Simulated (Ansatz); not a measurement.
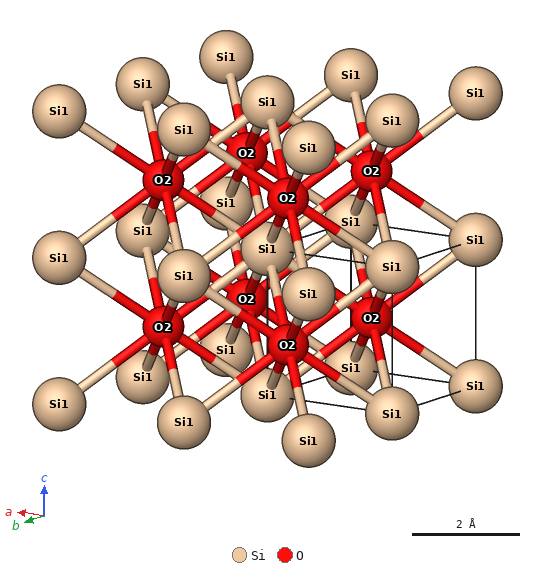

Crystalline SiO (a generated structure, set up in Pm-3m), before the relaxation. Style: ball-and-stick. Shown: the cell of the calculation, repeated 2 × 2 × 2 with one cell outlined, from a free direction.

The run lets cell and atoms move.

All numbers below come from Kohn-Sham DFT of a periodic cell, PBEsol, Ansatz PAW (Ansatz).

Input file:
```yaml
crystal:
  lattice:
    - [2.80697, 0.0, 0.0]
    - [0.0, 2.80697, 0.0]
    - [0.0, 0.0, 2.80697]
  atoms:
    - { symbol: Si, position: [0.0, 0.0, 0.0] }
    - { symbol: O, position: [0.5, 0.5, 0.5] }
hamiltonian:
  xc: pbesol
  pseudopotentials: { kind: paw }
kpoints:
  mp_grid: { grid: [9, 9, 9] }
scf:
  occupations: { method: fermi_dirac, width: 0.05 }
output:
  forces: true
  stress: true
  eigenvalues: true
relax:
  f_tol: 0.01
  max_steps: 40
  cell: { stress_tol: 0.05, p_target: 30.0 }
```

Run as
```bash
ansatz run input.yaml --threads 2 --pin off --max-ram 5632MiB --backend cpu --events-out ev --progress --plain --runs-dir out
```

Where does the relaxation end?

Answer. The energy rises by 124 meV per atom in 5 accepted moves (7 points after the start). With the target pressure of 30 GPa, the enthalpy E + pV changes by −245 meV per atom. All forces vanish by symmetry, so only the cell relaxes. The pressure goes from −4.84 to 30.00 GPa. At 2 points the geometry stayed and the basis and grid were re-selected for the new cell (energy shift of 2.7 meV per atom at most each time). No atom moves by more than 0.005 Å relative to the cell. Cell: a = b = c 2.807 → 2.629 Å (−6.3 %). Volume −17.8 %. Near-neighbour distances that change, for instance: Si1–O2 2.431 → 2.277 Å. The space group stays Pm-3m (No. 221). The run took 1.5 s on 2 threads of AMD EPYC 9R45 96-Core Processor (Zen 5), on a shared host, peak memory 0.34 GiB.

The end point in the same view:

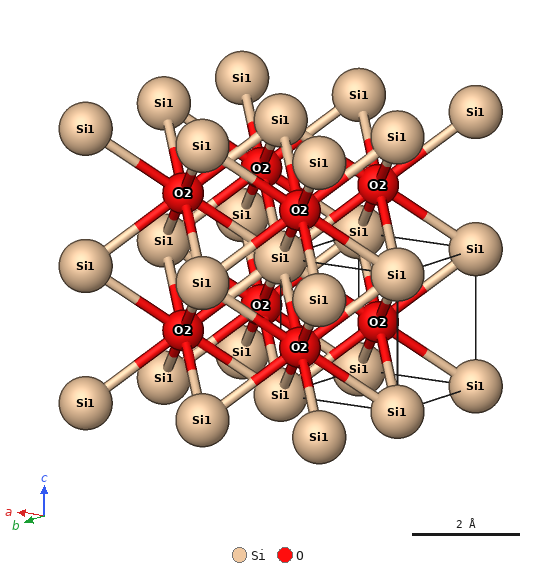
